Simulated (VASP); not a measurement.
# Band edges against the vacuum: CdTe(110), part 2 of 3

Aim: ionisation energy and electron affinity of CdTe(110), from a slab and a bulk run lined up through core potentials.

VASP 6.6.1; PBE; plane waves and PAW (Cd, Te).

So far, gap on the k-mesh (eV): step 4 (band edges of the bulk) 0.588.

### 5. Surface relaxation

System of this step: CdTe(110). The cell holds 18 atoms: 9 Cd and 9 Te. Cell: a = 4.674 Å, b = 6.610 Å, c = 34.696 Å, α = 90.0°, β = 90.0°, γ = 90.0°. It derives from CdTe. 9 layers, cut at this functional's lattice. Vacuum lies along c.

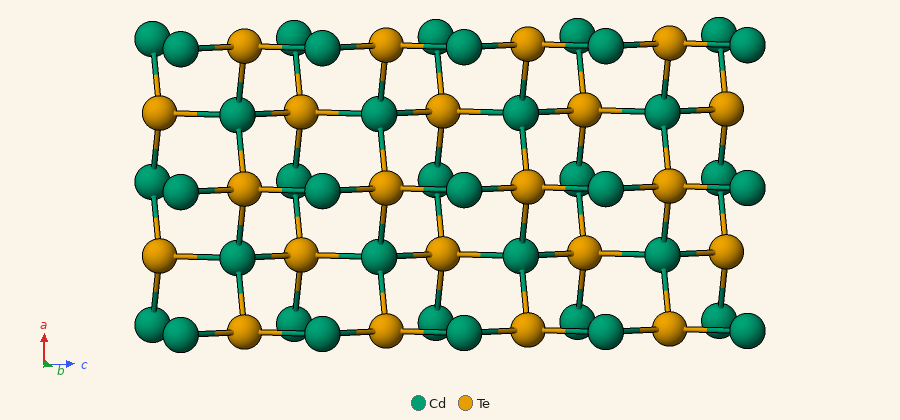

The cell of this step (cadmium teal, tellurium orange). 2×1×1 cells are drawn. Some periodic images of atoms are drawn too.

All atoms relax at the fixed cell.

Input file INCAR:

```
SYSTEM = CdTe
PREC = Normal
ENCUT = 320
EDIFF = 1E-05
NELM = 120
ISMEAR = 0
SIGMA = 0.03
LREAL = Auto
ALGO = Fast
GGA = PE
NBANDS = 100
LORBIT = 11
LWAVE = .FALSE.
LCHARG = .FALSE.
KPAR = 2
NCORE = 2
IBRION = 2
NSW = 60
ISIF = 2
EDIFFG = -0.03
POTIM = 0.4
MAXMIX = 40
IDIPOL = 3
LDIPOL = .TRUE.
DIPOL = 0.5 0.5 0.5
```

Input file POSCAR:

```
CdTe
1.0
    4.6740784271      0.0000000000      0.0000000000
    0.0000000000      6.6101451032      0.0000000000
    0.0000000000      0.0000000000     34.6963137084
Cd Te
9 9
Direct
    0.0000000000      0.0000000000      0.2305720400
    0.5000000000      0.5000000000      0.2979290300
    0.0000000000      0.0000000000      0.3652860200
    0.5000000000      0.5000000000      0.4326430100
    0.0000000000      0.0000000000      0.5000000000
    0.5000000000      0.5000000000      0.5673569900
    0.0000000000      0.0000000000      0.6347139800
    0.5000000000      0.5000000000      0.7020709700
    0.0000000000      0.0000000000      0.7694279600
    0.0000000000      0.7500000000      0.2979290300
    0.5000000000      0.2500000000      0.2305720400
    0.0000000000      0.7500000000      0.4326430100
    0.5000000000      0.2500000000      0.3652860200
    0.0000000000      0.7500000000      0.5673569900
    0.5000000000      0.2500000000      0.5000000000
    0.0000000000      0.7500000000      0.7020709700
    0.5000000000      0.2500000000      0.6347139800
    0.5000000000      0.2500000000      0.7694279600
```

Input file KPOINTS:

```
Automatic mesh
0
Gamma
5 4 1
0 0 0
```

Potentials, in the order of the species: Cd and Te (PBE family, release 64).

Launch:

```console
$ mpirun -np 4 vasp_std
```

What it wrote:

```text
[banner, memory and clock lines left out]
running    4 mpi-ranks, on    1 nodes
 distrk:  each k-point on    2 cores,    2 groups
 distr:  one band on    2 cores,    1 groups

 POSCAR found type information on POSCAR CdTe
 POSCAR found :  2 types and      18 ions
 LDA part: xc-table for (Slater+PW92), standard interpolation
 POSCAR, INCAR and KPOINTS ok, starting setup
 FFT: planning ... GRIDC
 FFT: planning ... GRID_SOFT
 FFT: planning ... GRID
 WAVECAR not read
 entering main loop
       N       E                     dE             d eps       ncg     rms          rms(c)
DAV:   1     0.939464682205E+03    0.93946E+03   -0.51013E+04  1832   0.894E+02
DAV:   2     0.276519051427E+02   -0.91181E+03   -0.88025E+03  2100   0.255E+02
DAV:   3    -0.422801029364E+02   -0.69932E+02   -0.69351E+02  2012   0.706E+01
DAV:   4    -0.443083853734E+02   -0.20283E+01   -0.20238E+01  2224   0.110E+01
DAV:   5    -0.443599335376E+02   -0.51548E-01   -0.51534E-01  2140   0.186E+00    0.152E+01
RMM:   6    -0.418629306000E+02    0.24970E+01   -0.50664E+00  1800   0.599E+00    0.122E+01
RMM:   7    -0.416819401447E+02    0.18099E+00   -0.30180E+00  1800   0.317E+00    0.262E+00
RMM:   8    -0.416402711172E+02    0.41669E-01   -0.19428E-01  1800   0.122E+00    0.122E+00
RMM:   9    -0.416349618213E+02    0.53093E-02   -0.63918E-02  1800   0.520E-01    0.567E-01
RMM:  10    -0.416361814820E+02   -0.12197E-02   -0.73626E-03  1868   0.271E-01    0.166E-01
RMM:  11    -0.416370537788E+02   -0.87230E-03   -0.16286E-03  1878   0.908E-02    0.876E-02
RMM:  12    -0.416376835721E+02   -0.62979E-03   -0.51566E-04  1811   0.668E-02    0.451E-02
RMM:  13    -0.416378391603E+02   -0.15559E-03   -0.13548E-04  1454   0.257E-02    0.408E-02
RMM:  14    -0.416377722992E+02    0.66861E-04   -0.19071E-05  1163   0.110E-02    0.546E-02
RMM:  15    -0.416380787675E+02   -0.30647E-03   -0.65845E-05  1299   0.154E-02    0.145E-02
RMM:  16    -0.416381300190E+02   -0.51251E-04   -0.75828E-06  1103   0.604E-03    0.840E-03
RMM:  17    -0.416381713818E+02   -0.41363E-04   -0.46740E-06  1049   0.415E-03    0.211E-03
RMM:  18    -0.416381801513E+02   -0.87695E-05   -0.89678E-07   543   0.210E-03
   1 F= -.41638180E+02 E0= -.41638180E+02  d E =-.416382E+02
 curvature:   0.00 expect dE= 0.000E+00 dE for cont linesearch  0.000E+00
 trial: gam= 0.00000 g(F)=  0.130E+00 g(S)=  0.000E+00 ort = 0.000E+00 (trialstep = 0.100E+01)
 search vector abs. value=  0.130E+00
 bond charge predicted
       N       E                     dE             d eps       ncg     rms          rms(c)
DAV:   1    -0.417371380358E+02   -0.98967E-01   -0.32137E+01  1944   0.139E+01    0.803E-01
RMM:   2    -0.417532643562E+02   -0.16126E-01   -0.20561E-01  1800   0.132E+00    0.480E-01
RMM:   3    -0.417563616629E+02   -0.30973E-02   -0.31252E-02  1801   0.568E-01    0.261E-01
RMM:   4    -0.417570470943E+02   -0.68543E-03   -0.51197E-03  1818   0.219E-01    0.137E-01
RMM:   5    -0.417574806478E+02   -0.43355E-03   -0.15121E-03  1824   0.107E-01    0.944E-02
RMM:   6    -0.417573575044E+02    0.12314E-03   -0.38984E-04  1816   0.568E-02    0.495E-02
RMM:   7    -0.417575167787E+02   -0.15927E-03   -0.92992E-05  1537   0.260E-02    0.232E-02
RMM:   8    -0.417575107549E+02    0.60238E-05   -0.19442E-05  1128   0.114E-02
   2 F= -.41757511E+02 E0= -.41757511E+02  d E =-.119331E+00
[... from here on, the cycles between the ionic steps are left out ...]
   3 F= -.42002552E+02 E0= -.42002552E+02  d E =-.364372E+00
   4 F= -.42047519E+02 E0= -.42047519E+02  d E =-.409339E+00
   5 F= -.42090541E+02 E0= -.42090541E+02  d E =-.452360E+00
   6 F= -.42246706E+02 E0= -.42246706E+02  d E =-.156165E+00
   7 F= -.42412964E+02 E0= -.42412964E+02  d E =-.322423E+00
   8 F= -.42459012E+02 E0= -.42459012E+02  d E =-.460476E-01
   9 F= -.42459120E+02 E0= -.42459120E+02  d E =-.461563E-01
  10 F= -.42469401E+02 E0= -.42469401E+02  d E =-.102806E-01
  11 F= -.42471416E+02 E0= -.42471416E+02  d E =-.122957E-01
  12 F= -.42477703E+02 E0= -.42477703E+02  d E =-.628642E-02
  13 F= -.42479055E+02 E0= -.42479055E+02  d E =-.763887E-02
  14 F= -.42478983E+02 E0= -.42478983E+02  d E =-.756683E-02
  15 F= -.42479443E+02 E0= -.42479443E+02  d E =-.802717E-02
  16 F= -.42479365E+02 E0= -.42479365E+02  d E =-.794844E-02
  17 F= -.42479439E+02 E0= -.42479439E+02  d E =-.802250E-02
  18 F= -.42482667E+02 E0= -.42482667E+02  d E =-.322793E-02
  19 F= -.42482629E+02 E0= -.42482629E+02  d E =-.318999E-02
  20 F= -.42484304E+02 E0= -.42484304E+02  d E =-.167570E-02
  21 F= -.42484308E+02 E0= -.42484308E+02  d E =-.167917E-02
  22 F= -.42484292E+02 E0= -.42484292E+02  d E =-.166296E-02
  23 F= -.42484291E+02 E0= -.42484291E+02  d E =-.166222E-02
  24 F= -.42485669E+02 E0= -.42485669E+02  d E =-.137816E-02
  25 F= -.42485933E+02 E0= -.42485933E+02  d E =-.164180E-02
  26 F= -.42486014E+02 E0= -.42486014E+02  d E =-.172306E-02
  27 F= -.42485936E+02 E0= -.42485936E+02  d E =-.164484E-02
  28 F= -.42485966E+02 E0= -.42485966E+02  d E =-.167475E-02
  29 F= -.42486876E+02 E0= -.42486876E+02  d E =-.910079E-03
  30 F= -.42486880E+02 E0= -.42486880E+02  d E =-.914279E-03
 curvature:  -5.25 expect dE=-0.102E-02 dE for cont linesearch -0.691E-05
 trial: gam= 0.48353 g(F)=  0.195E-03 g(S)=  0.000E+00 ort =-0.381E-04 (trialstep = 0.398E+01)
 search vector abs. value=  0.416E-03
 bond charge predicted
       N       E                     dE             d eps       ncg     rms          rms(c)
DAV:   1    -0.424865122157E+02    0.36525E-03   -0.97555E-01  1828   0.290E+00    0.172E-01
RMM:   2    -0.424871248427E+02   -0.61263E-03   -0.93219E-03  1800   0.301E-01    0.158E-01
RMM:   3    -0.424871034822E+02    0.21361E-04   -0.12535E-03  1800   0.113E-01    0.130E-01
RMM:   4    -0.424872311635E+02   -0.12768E-03   -0.27436E-04  1803   0.507E-02    0.107E-01
RMM:   5    -0.424873067712E+02   -0.75608E-04   -0.56338E-05  1359   0.234E-02    0.965E-02
RMM:   6    -0.424873266747E+02   -0.19903E-04   -0.14552E-05  1130   0.106E-02    0.833E-02
RMM:   7    -0.424873295777E+02   -0.29030E-05   -0.60301E-06  1072   0.644E-03
  31 F= -.42487330E+02 E0= -.42487330E+02  d E =-.449695E-03
 trial-energy change:   -0.000450  1 .order   -0.000453   -0.000703   -0.000203
 step:   5.6065(harm=  5.6065)  dis= 0.00915  next Energy=   -42.487374 (dE=-0.494E-03)
 reached required accuracy - stopping structural energy minimisation
```

The job ended after 9.7 min (4 MPI ranks of Intel Xeon 6975P-C (Granite Rapids), shared host; peak memory 1.3 GiB; 39 min of CPU time).

OUTCAR, selected parts (step 5):

```text
   k-points           NKPTS =      9   k-points in BZ     NKDIM =      9   number of bands    NBANDS=    100

   ENCUT  =  320.0 eV  23.52 Ry    4.85 a.u.   6.82  9.64 50.61*2*pi/ulx,y,z

   NELECT =     162.0000    total number of electrons

 dipolmoment           0.000000      0.000000      0.000000 electrons x Angstroem

 E-fermi :  -0.7968

 k-point     1 :       0.0000    0.0000    0.0000
  band No.  band energies     occupation
    ...
     77      -1.1690      2.00000
     78      -1.1430      2.00000
     79      -1.0695      2.00000
     80      -1.0137      2.00000
     81      -0.9547      2.00000
     82      -0.0140      0.00000
     83       0.5923      0.00000
     84       1.0783      0.00000
     85       1.4389      0.00000
     86       1.6782      0.00000
    ...

  Total       -1.1381984     -0.7905601     -0.8933727      0.0000000      0.0000000      0.0000000
  in kB       -1.7011329     -1.1815582     -1.3352203      0.0000000      0.0000000      0.0000000
  external PRESSURE =      -1.4059705 kB  Pullay stress =       0.0000000 kB

 POSITION                                       TOTAL-FORCE (eV/Angst)
 -----------------------------------------------------------------------------------
      0.00000      0.39149      8.52092         0.000000     -0.001403     -0.005489
      2.33704      3.18331     10.14827        -0.000000      0.011195      0.014826
      0.00000      6.54810     12.67948         0.000000      0.006597      0.003378
      2.33704      3.24334     14.96238         0.000000     -0.003958      0.012783
      0.00000      6.57742     17.34816         0.000000     -0.022302      0.000000
      2.33704      3.24334     19.73394        -0.000000     -0.003958     -0.012783
      0.00000      6.54810     22.01683         0.000000      0.006597     -0.003378
      2.33704      3.18331     24.54805         0.000000      0.011195     -0.014826
      0.00000      0.39149     26.17539         0.000000     -0.001403      0.005489
      0.00000      4.86373     10.34053        -0.000000      0.003701     -0.015764
      2.33704      1.72282      7.71444         0.000000      0.001222      0.011093
      0.00000      4.90446     15.01263         0.000000      0.000217     -0.005328
      2.33704      1.61329     12.59876         0.000000     -0.008527     -0.014909
      0.00000      4.90446     19.68368         0.000000      0.000217      0.005328
      2.33704      1.62536     17.34816         0.000000      0.004215      0.000000
      0.00000      4.86373     24.35578        -0.000000      0.003701      0.015764
      2.33704      1.61329     22.09755         0.000000     -0.008527      0.014909
      2.33704      1.72282     26.98188         0.000000      0.001222     -0.011093
 -----------------------------------------------------------------------------------
    total drift:                                0.000000      0.078932     -0.000017

  FREE ENERGIE OF THE ION-ELECTRON SYSTEM (eV)
  ---------------------------------------------------
  free  energy   TOTEN  =       -42.4873295777 eV

  energy  without entropy=      -42.4873295777  energy(sigma->0) =      -42.48732958

 vacuum level on the upper side and lower side of the slab         3.916         3.916

[... 1 part as in an earlier step ...]

[... 15 further parts left out ...]
```

The run keeps the 4 symmetry operations of its start, so it cannot find a distortion of lower symmetry.

Relaxation path (22 of 31):

| step | energy less that of the first step (eV) | largest force (eV/Å) |
| --- | --- | --- |
| 1 | 0.0000 | 0.9985 |
| 2 | -0.1193 | 0.8838 |
| 4 | -0.4093 | 0.7657 |
| 5 | -0.4524 | 0.5917 |
| 7 | -0.7748 | 0.3354 |
| 8 | -0.8208 | 0.1369 |
| 10 | -0.8312 | 0.0877 |
| 11 | -0.8332 | 0.1117 |
| 12 | -0.8395 | 0.0479 |
| 14 | -0.8408 | 0.1006 |
| 15 | -0.8413 | 0.0635 |
| 17 | -0.8413 | 0.0722 |
| 18 | -0.8445 | 0.0473 |
| 20 | -0.8461 | 0.0380 |
| 21 | -0.8461 | 0.0434 |
| 22 | -0.8461 | 0.0430 |
| 24 | -0.8475 | 0.0329 |
| 25 | -0.8478 | 0.0333 |
| 27 | -0.8478 | 0.0383 |
| 28 | -0.8478 | 0.0423 |
| 30 | -0.8487 | 0.0377 |
| 31 | -0.8492 | 0.0223 |

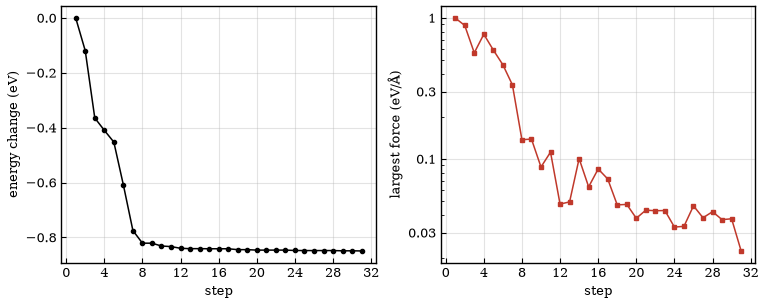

Energy and largest force along the relaxation.

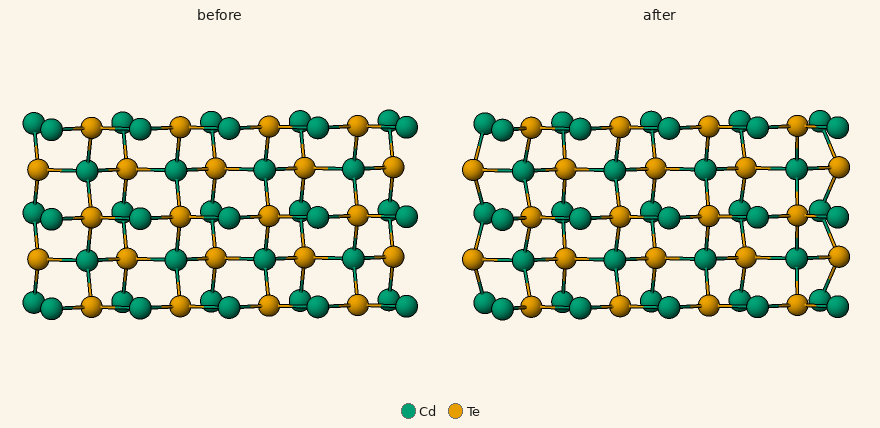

The structure before and after the relaxation, drawn at the same scale.

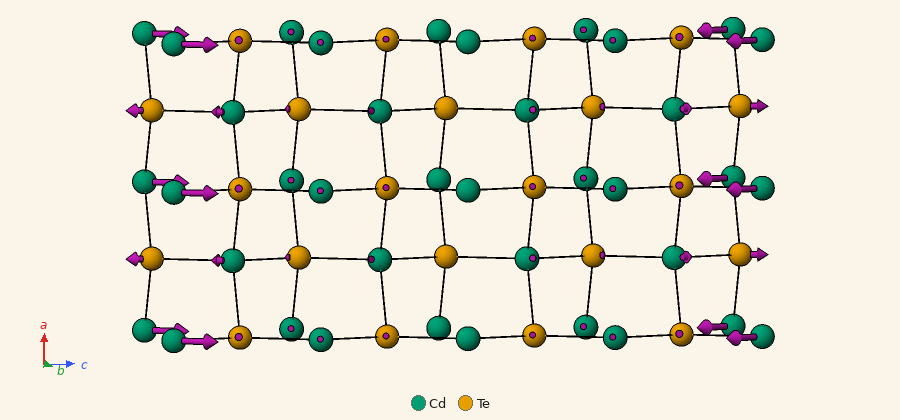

Displacements in the relaxation, exaggerated; the longest in the cell stands for 0.65 Å. 2×1×1 cells are drawn. Some periodic images of atoms are drawn too.

The atoms that moved most (Å):

| atom | dx | dy | dz | length |
| --- | --- | --- | --- | --- |
| Cd9 | 0.000 | 0.391 | -0.521 | 0.652 |
| Cd1 | 0.000 | 0.391 | 0.521 | 0.652 |
| Te11 | 0.000 | 0.070 | -0.286 | 0.294 |
| Te18 | 0.000 | 0.070 | 0.286 | 0.294 |
| Cd2 | 0.000 | -0.122 | -0.189 | 0.225 |
| Cd8 | 0.000 | -0.122 | 0.189 | 0.225 |
| Te10 | 0.000 | -0.094 | 0.003 | 0.094 |
| Te16 | 0.000 | -0.094 | -0.003 | 0.094 |

Final coordinates:

```
Cd Te
1.0
     4.67408    0.00000    0.00000
     0.00000    6.61015    0.00000
     0.00000    0.00000   34.69631
Cd Te
9 9
Direct
  0.00000 0.05923 0.24559
  0.50000 0.48158 0.29249
  0.00000 0.99061 0.36544
  0.50000 0.49066 0.43124
  0.00000 0.99505 0.50000
  0.50000 0.49066 0.56876
  0.00000 0.99061 0.63456
  0.50000 0.48158 0.70751
  0.00000 0.05923 0.75441
  0.00000 0.73580 0.29803
  0.50000 0.26063 0.22234
  0.00000 0.74196 0.43269
  0.50000 0.24406 0.36312
  0.00000 0.74196 0.56731
  0.50000 0.24589 0.50000
  0.00000 0.73580 0.70197
  0.50000 0.24406 0.63688
  0.50000 0.26063 0.77766
```

This step gave:

- electronic cycles: 231
- electrons: 162
- free energy (TOTEN): -42.49 eV
- Fermi energy: -0.7968 eV
- dipole moment: 0, 0, 0 e·Å
- gap on the k-mesh: 0.9407 eV
- least direct gap on the k-mesh: 0.9407 eV

The run ended after 31 ionic steps, 0.849 eV below its first step, once the forces on the free atoms met EDIFFG = -0.03.

(Part 2 of 3 ends here.)

[Lines on the potential files, build, host, timing and source positions are cut from VASP's logs without a mark.]

[Logs are printed without paths, hosts, clocks, repeated set-up lines and the standing remarks that a program may print on its own settings, such as how far it seeks lower states.]

[Hosts, paths, dates, database ids (printed as entryN), source tags and the programs' standing remarks are cut or masked in the printed files.]

[Runs that stopped without an error message from VASP are left out.]
